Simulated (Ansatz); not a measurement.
Geometry relaxation of C48NO (part 1 of 5)

C48NO (slab, 50 atoms in the cell), computed with DFT PBE+D3(BJ), scalar-relativistic, plane waves, PAW, spin-polarised (Ansatz 0.2.0).

The structure derives from an entry of the Crystallography Open Database. The input holds or restrains some coordinates. Forces given for the steps count only the free coordinates. It belongs to a series of runs on one base structure; here: 1 NO a cell, upright, over a hollow C-C-C site.

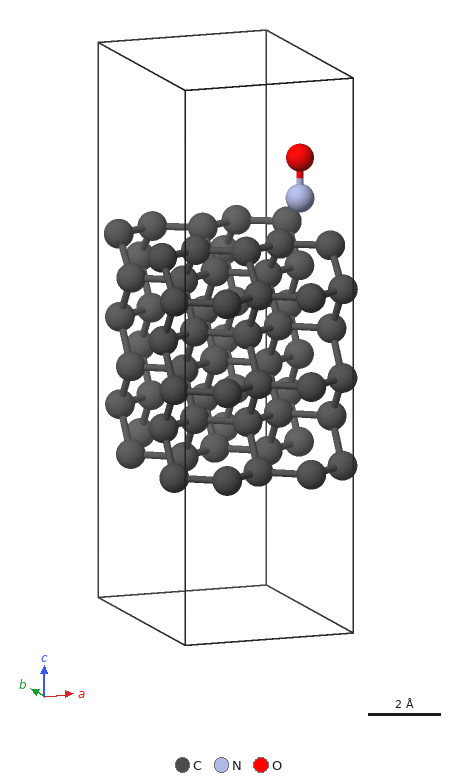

**Figure 1.** The starting structure (ball-and-stick view of the cell of the calculation, with the vacuum cut short, seen slightly off an axis). An atom can appear more than once, as a periodic image.

### Input
```yaml
crystal:
  lattice:
    - [5.0301999808, 0.0, 0.0]
    - [0.0, 7.1137770343, 0.0]
    - [0.0, 0.0, 25.447749976]
  atoms:
    - { symbol: C, position: [0.25, 0.5, 0.31436964] }
    - { symbol: C, position: [0.25, 0.0, 0.31436964] }
    - { symbol: C, position: [0.75, 0.5, 0.31436964] }
    - { symbol: C, position: [0.75, 0.0, 0.31436964] }
    - { symbol: C, position: [0.5, 0.625, 0.31436964] }
    - { symbol: C, position: [0.5, 0.125, 0.31436964] }
    - { symbol: C, position: [0.0, 0.625, 0.31436964] }
    - { symbol: C, position: [0.0, 0.125, 0.31436964] }
    - { symbol: C, position: [0.5, 0.75, 0.3637865825] }
    - { symbol: C, position: [0.5, 0.25, 0.3637865825] }
    - { symbol: C, position: [0.0, 0.75, 0.3637865825] }
    - { symbol: C, position: [0.0, 0.25, 0.3637865825] }
    - { symbol: C, position: [0.75, 0.875, 0.3637865825] }
    - { symbol: C, position: [0.75, 0.375, 0.3637865825] }
    - { symbol: C, position: [0.25, 0.875, 0.3637865825] }
    - { symbol: C, position: [0.25, 0.375, 0.3637865825] }
    - { symbol: C, position: [0.75, 0.0, 0.4132035249] }
    - { symbol: C, position: [0.75, 0.5, 0.4132035249] }
    - { symbol: C, position: [0.25, 0.0, 0.4132035249] }
    - { symbol: C, position: [0.25, 0.5, 0.4132035249] }
    - { symbol: C, position: [0.0, 0.125, 0.4132035249] }
    - { symbol: C, position: [0.0, 0.625, 0.4132035249] }
    - { symbol: C, position: [0.5, 0.125, 0.4132035249] }
    - { symbol: C, position: [0.5, 0.625, 0.4132035249] }
    - { symbol: C, position: [0.0, 0.2505611726, 0.4623615111] }
    - { symbol: C, position: [0.0, 0.7505611726, 0.4623615111] }
    - { symbol: C, position: [0.5, 0.2505611726, 0.4623615111] }
    - { symbol: C, position: [0.5, 0.7505611726, 0.4623615111] }
    - { symbol: C, position: [0.25, 0.3744388274, 0.4623615111] }
    - { symbol: C, position: [0.25, 0.8744388274, 0.4623615111] }
    - { symbol: C, position: [0.75, 0.3744388274, 0.4623615111] }
    - { symbol: C, position: [0.75, 0.8744388274, 0.4623615111] }
    - { symbol: C, position: [0.25, 0.5046180782, 0.5133197889] }
    - { symbol: C, position: [0.25, 0.0046180782, 0.5133197889] }
    - { symbol: C, position: [0.75, 0.5046180782, 0.5133197889] }
    - { symbol: C, position: [0.75, 0.0046180782, 0.5133197889] }
    - { symbol: C, position: [0.5, 0.6203819218, 0.5133197889] }
    - { symbol: C, position: [0.5, 0.1203819218, 0.5133197889] }
    - { symbol: C, position: [0.0, 0.6203819218, 0.5133197889] }
    - { symbol: C, position: [0.0, 0.1203819218, 0.5133197889] }
    - { symbol: C, position: [0.5, 0.7646741141, 0.5551716614] }
    - { symbol: C, position: [0.5, 0.2646741141, 0.5551716614] }
    - { symbol: C, position: [0.0, 0.7646741141, 0.5551716614] }
    - { symbol: C, position: [0.0, 0.2646741141, 0.5551716614] }
    - { symbol: C, position: [0.75, 0.8603258859, 0.5551716614] }
    - { symbol: C, position: [0.75, 0.3603258859, 0.5551716614] }
    - { symbol: C, position: [0.25, 0.8603258859, 0.5551716614] }
    - { symbol: C, position: [0.25, 0.3603258859, 0.5551716614] }
    - { symbol: "N", position: [0.75, 0.1298913714, 0.6192244755], spin: 1.0 }
    - { symbol: O, position: [0.75, 0.1298913714, 0.6648080733] }
basis:
  ecutwfc: 420
kpoints:
  mp_grid: { grid: [3, 2, 1] }
hamiltonian:
  xc: pbe
  dispersion: d3bj
scf:
  occupations: { method: gaussian, width: 0.05 }
output:
  forces: true
  eigenvalues: true
  populations: true
  write_density: true
  write_potential: true
  elf: true
  volumetric_format: npy
magnetization:
  spin_polarized: true
relax:
  adjacent_minimum: "off"
  f_tol: 0.04
  max_steps: 100
  constraints:
    - { sites: [0, 1, 2, 3, 4, 5, 6, 7, 8, 9, 10, 11, 12, 13, 14, 15, 16, 17, 18, 19, 20, 21, 22, 23] }
efield:
  axis: 3
  dipole_correction: true
  ramp_width: 0.04
```

Command:
```bash
ansatz run input.yaml --threads 4 --pin off --max-ram 12288MiB --backend cpu --events-out ev --progress --plain --runs-dir out
```

### The program's output
```
Engine: ansatz 0.2.0, x86_64-unknown-linux-gnu
Pseudopotentials: kind: paw
Pseudopotential: C, paw, valence charge 4, recommended cutoff 420 eV (normal), C.paw.azcp
Pseudopotential: N, paw, valence charge 5, recommended cutoff 420 eV (normal), N.paw.azcp
Pseudopotential: O, paw, valence charge 6, recommended cutoff 420 eV (normal), O.paw.azcp
Functional definition: PBE
  parameter kappa = 0.804
  parameter beta = 0.06672455060314922
  exchange = pbe_x(kappa = kappa, mu = beta*pi^2/3)
  correlation = pbe_c(beta = beta)
Crystal: 50 atoms, lattice volume = 910.615 Å³
Basis set: ecut = 420 eV, 17847 PW (Γ), exchange–correlation on 72×96×360 points (8 copies of the dense FFT grid, shifted against one another)
Bands: 152, of which v1, the nominal top of the filled ones, is band 102 counted from 1 (101 counted from 0)
Symmetry: 2 space group operations
k-points: 4 of 6
Non-local potential: C, projectors of the file, l = 0: 2, l = 1: 2, l = 2: 1
Non-local potential: N, projectors of the file, l = 0: 2, l = 1: 2, l = 2: 1
Non-local potential: O, projectors of the file, l = 0: 2, l = 1: 2, l = 2: 1
PAW form: soft (Blöchl's): semilocal exchange-correlation on the pseudo side does not see the compensation charge
PAW one-centre angular grid: C, 110 points (default); XC on 64 Gauss nodes
PAW one-centre angular grid: N, 110 points (default); XC on 64 Gauss nodes
PAW one-centre angular grid: O, 110 points (default); XC on 64 Gauss nodes
Starting moments: Σ|m| = 1 μB on 1 of 50 sites
Initial wavefunctions: pseudopotential atomic-orbital guess
Functional: x = pbe(κ = 0.804, μ = 0.2195149727645171), c = pbe(β = 0.06672455060314922)
```
